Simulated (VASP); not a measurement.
# Geometry relaxation, with input and output: Cs$_{2}$AgBiBr$_{6}$ (part 3 of 5)

Continued. System: Cs$_{2}$AgBiBr$_{6}$ (I4/m, 10 atoms in the cell). Method: Kohn-Sham DFT of a periodic cell, r2SCAN, VASP PAW PBE potentials, recommended, no spin polarisation (VASP 6.6.1); cutoff 600 eV, 6×6×6 k-mesh, Gaussian smearing of 0.03 eV. 

Geometry of the input (Å; fractional positions):
```
-3.9867  3.9867  5.7189
3.9867  -3.9867  5.7189
3.9867  3.9867  -5.7189
Cs 0.2500  0.7500  0.5000
Cs 0.7500  0.2500  0.5000
Bi 0.0000  0.0000  0.0000
Ag 0.5000  0.5000  0.0000
Br 0.7773  0.2816  0.0589
Br 0.2227  0.7184  0.9411
Br 0.2816  0.2227  0.5043
Br 0.7184  0.7773  0.4957
Br 0.2507  0.2507  0.0000
Br 0.7493  0.7493  0.0000
```

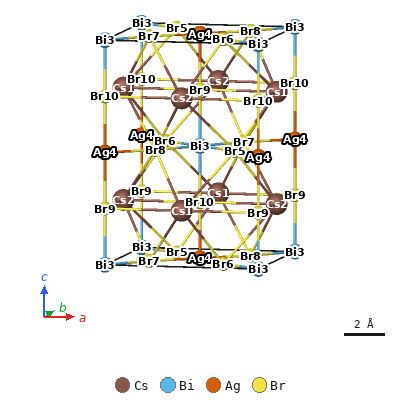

Fig. 1: The starting structure (ball-and-stick view of the cell 2 times as large as that of the calculation, set on its symmetry axes, seen slightly off an axis; atoms are numbered from 1 in the order of the input). An atom can appear more than once, as a periodic image.

Parts of OUTCAR, continued:
```
   k-points           NKPTS =     36   k-points in BZ     NKDIM =     36   number of bands    NBANDS=     51
   number of dos      NEDOS =    301   number of ions     NIONS =     10
   total plane-waves  NPLWV = 262144
   dimension x,y,z NGX =    64 NGY =   64 NGZ =   64
   dimension x,y,z NGXF=   128 NGYF=  128 NGZF=  128
   ions per type =               2   1   1   6
   NGX,Y,Z   is equivalent  to a cutoff of  13.25, 13.25, 13.25 a.u.
   NGXF,Y,Z  is equivalent  to a cutoff of  26.50, 26.50, 26.50 a.u.
 SYSTEM =  Cs2AgBiBr6
   PREC   = accura    normal or accurate (medium, high low for compatibility)
   ISTART =      0    job   : 0-new  1-cont  2-samecut
   ICHARG =      2    charge: 1-file 2-atom 10-const
   ISPIN  =      1    spin polarized calculation?
   LNONCOLLINEAR =      F non collinear calculations
   LSORBIT =      F    spin-orbit coupling
   LASPH  =      T    aspherical Exc in radial PAW
   ENCUT  =  600.0 eV  44.10 Ry    6.64 a.u.  16.04 16.04 16.04*2*pi/ulx,y,z
   NELM   =     80;   NELMIN=  2; NELMDL= -5     # of ELM steps
   EDIFF  = 0.1E-06   stopping-criterion for ELM
   LREAL  =      F    real-space projection
   EDIFFG = -.5E-02   stopping-criterion for IOM
   NSW    =     90    number of steps for IOM
   IBRION =      2    ionic relax: 0-MD 1-quasi-New 2-CG
   NFREE  =      1    steps in history (QN), initial steepest desc. (CG)
   ISIF   =      3    stress and relaxation
   ISYM   =      2    0-nonsym 1-usesym 2-fastsym
   POTIM  = 0.5000    time-step for ionic-motion
   TEBEG  =    0.0;   TEEND  =   0.0 temperature during run
   PSTRESS=    0.0 pullay stress
   NELECT =      86.0000    total number of electrons
   NUPDOWN=      -1.0000    fix difference up-down
   EMIN   =  10.00;   EMAX   =-10.00  energy-range for DOS
   EFERMI =   0.00;   METHOD = LEGACY
   ISMEAR =     0;   SIGMA  =   0.03  broadening in eV -4-tet -1-fermi 0-gaus
   EFERMI_NEDOS =   21; number of points for ismear=-14 and -15
   IALGO  =     38    algorithm
   IMIX   =      4    mixing-type and parameters
     AMIX     =   0.40;   BMIX     =  1.00
     AMIX_MAG =   1.60;   BMIX_MAG =  1.00
  volume/ion in A,a.u.               =      36.36       245.35
  Fermi-wavevector in a.u.,A,eV,Ry     =   1.012454  1.913261 13.946833  1.025063
  Thomas-Fermi vector in A             =   2.145564
   LORBIT       =      0    0 simple, 1 ext, 2 COOP (PROOUT), +10 PAW based schemes
   METAGGA = R2SCAN    functional components
   LHFCALC =     F    Hartree Fock is set to
   AEXX    =    0.0000 exact exchange contribution
   IVDW    =     0    specifies the selected vdW correction
   LEPSILON=     F    determine dielectric tensor
   LRPA    =     F    only Hartree local field effects (RPA)
 conjugate gradient relaxation of ions
 non-spin polarized calculation
 Gauss-broadening in eV      SIGMA  =   0.03
  energy-cutoff  :      600.00
  volume of cell :      363.58
 maximum number of plane-waves:     12160
   NGX = 33   NGY = 33   NGZ = 33

--------------------------------------- Ionic step        1  -------------------------------------------

 number of electron      86.0000005 magnetization

 Free energy of the ion-electron system (eV)
  ---------------------------------------------------
  ext. energy  EPLUGINS =         0.00000000
  ---------------------------------------------------
  free energy    TOTEN  =      -222.52991661 eV

  energy without entropy =     -222.52991661  energy(sigma->0) =     -222.52991661

------------------------ aborting loop because EDIFF is reached ----------------------------------------

  FORCE on cell =-STRESS in cart. coord.  units (eV):
  Direction    XX          YY          ZZ          XY          YZ          ZX
  --------------------------------------------------------------------------------------
  -------------------------------------------------------------------------------------
  Total       -0.0166089     -0.0166089      0.0415778     -0.0000002      0.0000000      0.0000000
  in kB       -0.0731904     -0.0731904      0.1832210     -0.0000007      0.0000000      0.0000000
  external PRESSURE =       0.0122800 kB  Pullay stress =       0.0000000 kB

 VOLUME and BASIS-vectors are now :
 -----------------------------------------------------------------------------
  energy-cutoff  :      600.00
  volume of cell :      363.58
      direct lattice vectors                 reciprocal lattice vectors
    -3.986693255  3.986693236  5.718883624    -0.000000000  0.125417224  0.087429651
     3.986693255 -3.986693236  5.718883624     0.125417224  0.000000000  0.087429651
     3.986693236  3.986693255 -5.718883624     0.125417224  0.125417224  0.000000000

 POSITION                                       TOTAL-FORCE (eV/Angst)
 -----------------------------------------------------------------------------------
      3.98669      0.00000      2.85944         0.000000      0.000000     -0.000000
     -0.00000      3.98669      2.85944         0.000000      0.000000      0.000000
      0.00000      0.00000      0.00000         0.000000      0.000000      0.000000
      0.00000      0.00000      5.71888         0.000000      0.000000     -0.000000
     -1.74113      2.21113      5.71888        -0.007124     -0.007192      0.000000
      5.72782      1.77556      0.00000         0.007124      0.007192      0.000000
      1.77556      2.24557      0.00000         0.007192     -0.007124     -0.000000
      2.21113      1.74113      5.71888        -0.007192      0.007124      0.000000
      0.00000      0.00000      2.86704         0.000000      0.000000     -0.007222
      0.00000      0.00000      8.57073         0.000000     -0.000000      0.007222
 -----------------------------------------------------------------------------------
    total drift:                               -0.000000     -0.000000     -0.000000

  FREE ENERGIE OF THE ION-ELECTRON SYSTEM (eV)
  ---------------------------------------------------
  free  energy   TOTEN  =      -222.5299166073 eV

  energy  without entropy=     -222.5299166073  energy(sigma->0) =     -222.52991661

--------------------------------------- Ionic step        2  -------------------------------------------

 number of electron      86.0000005 magnetization

------------------------ aborting loop because EDIFF is reached ----------------------------------------

  FORCE on cell =-STRESS in cart. coord.  units (eV):
  Direction    XX          YY          ZZ          XY          YZ          ZX
  --------------------------------------------------------------------------------------
  -------------------------------------------------------------------------------------
  Total       -0.0078804     -0.0078804      0.0290544     -0.0000001      0.0000000      0.0000000
  in kB       -0.0347251     -0.0347251      0.1280288     -0.0000006      0.0000000      0.0000000
  external PRESSURE =       0.0195262 kB  Pullay stress =       0.0000000 kB

 VOLUME and BASIS-vectors are now :
 -----------------------------------------------------------------------------
  energy-cutoff  :      600.00
  volume of cell :      363.59
      direct lattice vectors                 reciprocal lattice vectors
    -3.986373821  3.986373797  5.720030731    -0.000000000  0.125427274  0.087412118
     3.986373821 -3.986373797  5.720030731     0.125427274  0.000000000  0.087412118
     3.986373797  3.986373821 -5.720030731     0.125427274  0.125427274  0.000000000

 POSITION                                       TOTAL-FORCE (eV/Angst)
 -----------------------------------------------------------------------------------
      3.98637      0.00000      2.86002         0.000000      0.000000      0.000000
     -0.00000      3.98637      2.86002         0.000000      0.000000      0.000000
      0.00000      0.00000      0.00000         0.000000      0.000000      0.000000
      0.00000      0.00000      5.72003         0.000000      0.000000      0.000000
     -1.74133      2.21061      5.72003        -0.005893     -0.007895     -0.000000
      5.72771      1.77576      0.00000         0.005893      0.007895      0.000000
      1.77576      2.24504      0.00000         0.007895     -0.005893      0.000000
      2.21061      1.74133      5.72003        -0.007895      0.005893     -0.000000
      0.00000      0.00000      2.86726         0.000000      0.000000     -0.007205
      0.00000      0.00000      8.57280         0.000000      0.000000      0.007205
 -----------------------------------------------------------------------------------
    total drift:                                0.000000      0.000000     -0.000000

  FREE ENERGIE OF THE ION-ELECTRON SYSTEM (eV)
  ---------------------------------------------------
  free  energy   TOTEN  =      -222.5299498452 eV

  energy  without entropy=     -222.5299498452  energy(sigma->0) =     -222.52994985

--------------------------------------- Ionic step        3  -------------------------------------------

 number of electron      86.0000005 magnetization

------------------------ aborting loop because EDIFF is reached ----------------------------------------

  FORCE on cell =-STRESS in cart. coord.  units (eV):
  Direction    XX          YY          ZZ          XY          YZ          ZX
  --------------------------------------------------------------------------------------
  -------------------------------------------------------------------------------------
  Total        0.0166513      0.0166513     -0.0155568     -0.0000001      0.0000000      0.0000000
  in kB        0.0733654      0.0733654     -0.0685431     -0.0000004      0.0000000      0.0000000
  external PRESSURE =       0.0260626 kB  Pullay stress =       0.0000000 kB

 VOLUME and BASIS-vectors are now :
 -----------------------------------------------------------------------------
  energy-cutoff  :      600.00
  volume of cell :      363.64
      direct lattice vectors                 reciprocal lattice vectors
    -3.985415520  3.985415478  5.723472052    -0.000000001  0.125457434  0.087359560
     3.985415520 -3.985415478  5.723472052     0.125457434  0.000000001  0.087359560
     3.985415478  3.985415520 -5.723472052     0.125457433  0.125457434  0.000000000

 POSITION                                       TOTAL-FORCE (eV/Angst)
 -----------------------------------------------------------------------------------
      3.98542      0.00000      2.86174         0.000000      0.000000      0.000000
     -0.00000      3.98542      2.86174         0.000000      0.000000      0.000000
      0.00000      0.00000      0.00000         0.000000      0.000000      0.000000
      0.00000      0.00000      5.72347         0.000000      0.000000      0.000000
     -1.74194      2.20904      5.72347        -0.002141     -0.010006     -0.000000
      5.72736      1.77638      0.00000         0.002141      0.010006      0.000000
      1.77638      2.24347      0.00000         0.010006     -0.002141     -0.000000
      2.20904      1.74194      5.72347        -0.010006      0.002141      0.000000
      0.00000      0.00000      2.86794         0.000000      0.000000     -0.007234
      0.00000      0.00000      8.57900         0.000000      0.000000      0.007234
 -----------------------------------------------------------------------------------
    total drift:                               -0.000000     -0.000000      0.000000

  FREE ENERGIE OF THE ION-ELECTRON SYSTEM (eV)
  ---------------------------------------------------
  free  energy   TOTEN  =      -222.5300192039 eV

  energy  without entropy=     -222.5300192039  energy(sigma->0) =     -222.53001920

[... ionic steps 4 to 20 ...]

--------------------------------------- Ionic step       21  -------------------------------------------

 number of electron      86.0000003 magnetization

------------------------ aborting loop because EDIFF is reached ----------------------------------------

  FORCE on cell =-STRESS in cart. coord.  units (eV):
  Direction    XX          YY          ZZ          XY          YZ          ZX
  --------------------------------------------------------------------------------------
  -------------------------------------------------------------------------------------
  Total        0.0274231      0.0274231      0.0564809     -0.0000001      0.0000000     -0.0000000
  in kB        0.1207980      0.1207980      0.2487963     -0.0000005      0.0000000     -0.0000000
  external PRESSURE =       0.1634641 kB  Pullay stress =       0.0000000 kB

 VOLUME and BASIS-vectors are now :
 -----------------------------------------------------------------------------
  energy-cutoff  :      600.00
  volume of cell :      363.72
      direct lattice vectors                 reciprocal lattice vectors
    -3.994462362  3.994461463  5.698906032    -0.000000014  0.125173305  0.087736137
     3.994462362 -3.994461463  5.698906032     0.125173305  0.000000014  0.087736137
     3.994461463  3.994462362 -5.698906032     0.125173291  0.125173319 -0.000000000

 POSITION                                       TOTAL-FORCE (eV/Angst)
 -----------------------------------------------------------------------------------
      3.99446      0.00000      2.84945        -0.000000      0.000000      0.000000
     -0.00000      3.99446      2.84945        -0.000000      0.000000      0.000000
      0.00000      0.00000      0.00000        -0.000000      0.000000      0.000000
      0.00000      0.00000      5.69891        -0.000000      0.000000      0.000000
     -1.78904      2.17275      5.69891        -0.001883     -0.002121      0.000000
      5.78350      1.82171     -0.00000         0.001883      0.002121      0.000000
      1.82171      2.20542      0.00000         0.002121     -0.001883      0.000000
      2.17275      1.78904      5.69891        -0.002121      0.001883     -0.000000
      0.00000      0.00000      2.86467        -0.000000     -0.000000     -0.013147
      0.00000      0.00000      8.53314         0.000000     -0.000000      0.013147
 -----------------------------------------------------------------------------------
    total drift:                               -0.000000     -0.000000      0.000000

  FREE ENERGIE OF THE ION-ELECTRON SYSTEM (eV)
  ---------------------------------------------------
  free  energy   TOTEN  =      -222.5311553359 eV

  energy  without entropy=     -222.5311553359  energy(sigma->0) =     -222.53115534

--------------------------------------- Ionic step       22  -------------------------------------------

 number of electron      86.0000003 magnetization

------------------------ aborting loop because EDIFF is reached ----------------------------------------

  FORCE on cell =-STRESS in cart. coord.  units (eV):
  Direction    XX          YY          ZZ          XY          YZ          ZX
  --------------------------------------------------------------------------------------
  -------------------------------------------------------------------------------------
  Total        0.0367917      0.0367917      0.0839637     -0.0000001      0.0000000     -0.0000000
  in kB        0.1620864      0.1620864      0.3699032     -0.0000006      0.0000000     -0.0000000
  external PRESSURE =       0.2313587 kB  Pullay stress =       0.0000000 kB

 VOLUME and BASIS-vectors are now :
```
